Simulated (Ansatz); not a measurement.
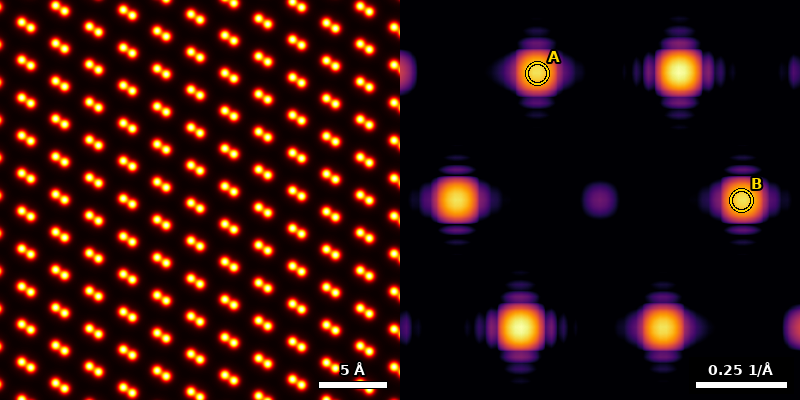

HAADF-like image of Ta (Fmmm, No. 69) along [101]. Simulation: incoherent imaging, intensity Z^1.7 per atom, probe width 0.55 Å, thin sample. The probe carries 15 % of its weight in a tail 2.5 times as wide. The display is stretched by a gamma of 0.8; percentages refer to the linear signal. Model: the geometry relaxed with DFT PBE, scalar-relativistic, plane waves, PAW in Ansatz 0.2.0; the starting structure was generated, so it need not be a known form of this composition.

The right panel is the modulus of the image's Fourier transform on a logarithmic scale.

a = 3.128 Å, b = 4.809 Å, c = 10.169 Å, α = 90.00°, β = 90.00°, γ = 90.00°

Question: Index the marked spots and give their plane spacings (the zone axis points at the viewer; indices equivalent by symmetry, or all signs reversed, are as good).

Answer: A: (-1 1 1), d = 2.54 Å; B: (1 1 -1), d = 2.54 Å. A and B enclose 116°, and every spot obeys the zone law hu + kv + lw = 0 for [101].
